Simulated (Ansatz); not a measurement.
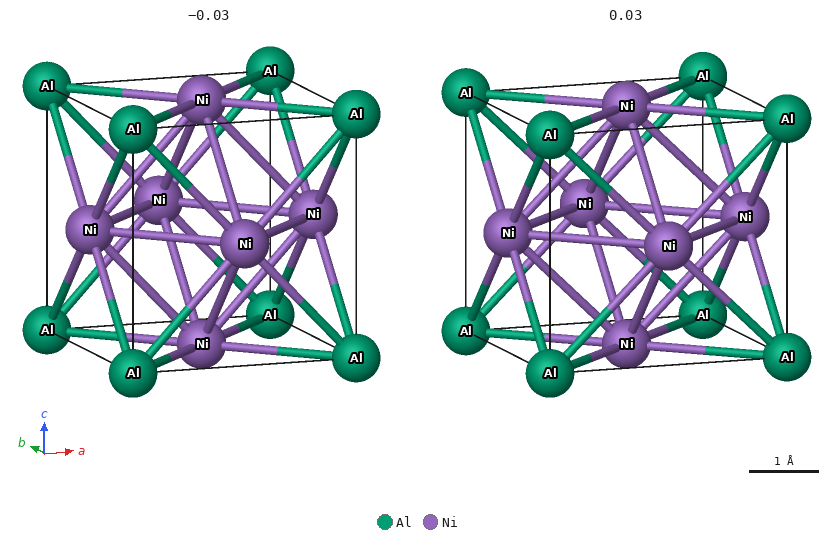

Crystalline AlNi₃ (set up in Pm-3m), under uniaxial strain along a (b, c relaxed, atoms fixed by symmetry), with energies (extrapolated to zero smearing) counted from the relaxed crystal, which is the row at zero. The picture shows the first and the last member. A ball-and-stick model of the cell of the calculation, seen slightly off an axis.

Computed with Ansatz 0.2.0: DFT PBE, scalar-relativistic, plane waves, PAW. Set-up: plane-wave cutoff 420 eV; k-point mesh 14 × 14 × 14; occupations gaussian; smearing width 0.1 eV; collinear spin; force threshold 0.008 eV/Å.

```tsv
strain	energy (meV/atom)	a (Å)	b (Å)
−0.03	4.14	3.460	3.610
−0.02	1.87	3.495	3.595
−0.01	0.46	3.531	3.581
0.0	0.00	3.567	3.567
0.01	0.48	3.602	3.554
0.02	?	?	?
0.03	4.47	3.674	3.529
```

Q: Fill in the missing row.

A: A parabola through three neighbouring rows (0.0, 0.01, 0.03) gives, with Lagrange weights, (−0.3333)(0.00) + (1.0000)(0.48) + (0.3333)(4.47) = 1.97 meV/atom. The calculation gives 1.96 meV/atom (a = 3.638 Å, b = 3.541 Å). The estimate is 0.01 meV/atom too high. From the first member to the last: Al–Ni 2.553 → 2.495 Å, Ni–Ni 2.553 → 2.495 Å, Al–Ni 2.500 → 2.547 Å.

The whole series:

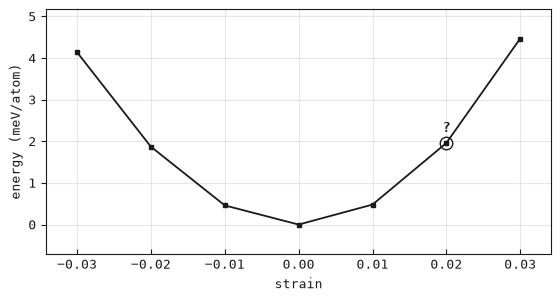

The cells carry a magnetic moment (0.8 to 0.8 μB per cell in all, first to last member); only the order that this cell allows was tried.
